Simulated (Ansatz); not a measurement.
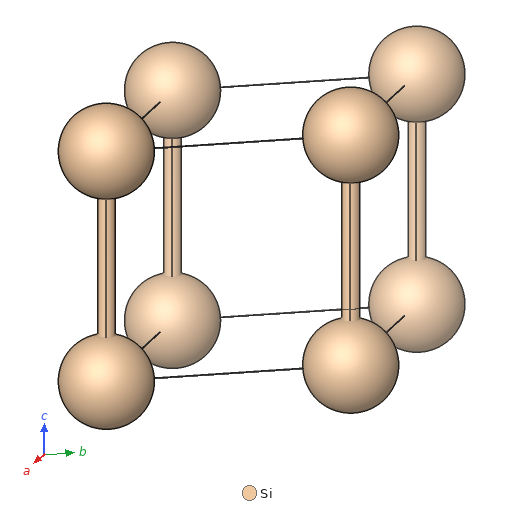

The image is a ball-and-stick drawing of a crystal, viewed slightly off an axis. The edges of the conventional unit cell are marked.

The cell is given by a = 2.638 Å, b = 2.638 Å, c = 2.479 Å, α = 90.00°, β = 90.00°, γ = 120.00°.

What is the cell content?

Answer. 1 (silicon), counting shared atoms by their share.

Which known structure type is this?

Answer. Simple hexagonal.

How do the bonded atoms link up through the crystal?

Answer. The bonds build Si chains along [001].

Provenance: a textbook structure type filled with this element (whether it is the usual form wasn't checked). The structure drawn was relaxed with DFT r2SCAN, scalar-relativistic, plane waves, PAW (Ansatz 0.2.0).
